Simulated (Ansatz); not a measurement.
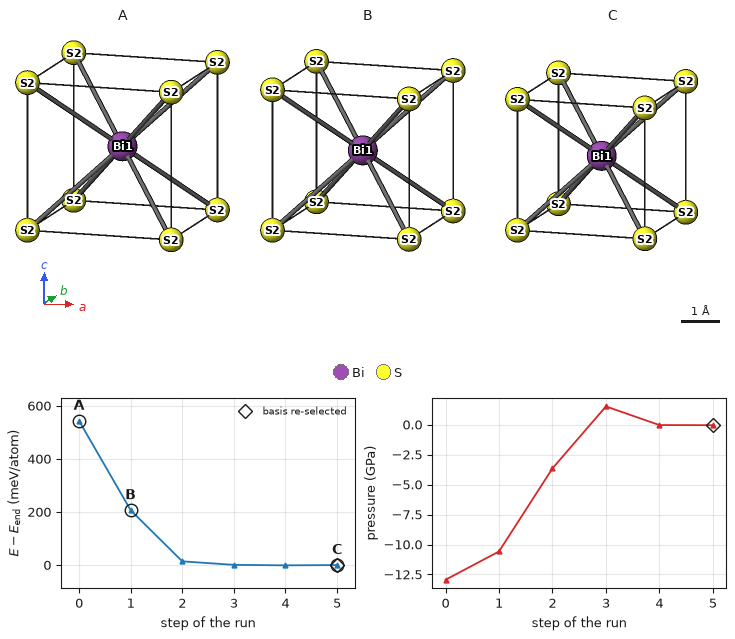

Frames of a relaxation of a crystal of BiS (a generated structure, set up in Pm-3m), marked on the history of the run. The picture is a ball-and-stick view of the cell of the calculation, seen slightly off an axis.

The run lets cell and atoms move.

Level of theory: Ansatz, Kohn-Sham DFT of a periodic cell, HSE03, Ansatz PAW.

The input:
```yaml
crystal:
  lattice:
    - [4.00294434, 0.0, 0.0]
    - [0.0, 4.00294434, 0.0]
    - [0.0, 0.0, 4.00294434]
  atoms:
    - { symbol: Bi, position: [0.5, 0.5, 0.5] }
    - { symbol: S, position: [0.0, 0.0, 0.0] }
hamiltonian:
  xc: { exchange: pbe, correlation: pbe, exx: { coeff: 0.25, omega: 0.3 } }
  pseudopotentials: { kind: paw }
kpoints:
  mp_grid: { grid: [4, 4, 4] }
scf:
  occupations: { method: fermi_dirac, width: 0.05 }
output:
  forces: true
  stress: true
  eigenvalues: true
  write_density: true
  write_potential: true
  elf: true
  volumetric_format: npy
relax:
  f_tol: 0.01
  max_steps: 40
  cell: { stress_tol: 0.05 }
```

Describe the path.

Answer. The energy falls by 543 meV per atom in 4 accepted moves (5 points after the start). All forces vanish by symmetry, so only the cell relaxes. Pressure: −12.94 GPa at the start and −0.04 GPa at the end. The SCF was repeated once at an unchanged geometry on a basis and grid sized afresh for the cell, which shifted the energy by 1.0 meV per atom at most. The atoms keep their places relative to the cell (all moves are under 0.005 Å). Cell: a = b = c 4.003 → 3.548 Å (−11.4 %). Volume −30.4 %. Near-neighbour distances that change, for instance: Bi1–S2 3.467 → 3.073 Å. The space group stays Pm-3m (No. 221). From step 0 to 1: volume −13.9 %, energy −337 meV per atom. From step 1 to 5: volume −19.1 %, energy −207 meV per atom.

Limits of the set-up: the k-point mesh is coarse for a cell with partly filled bands.
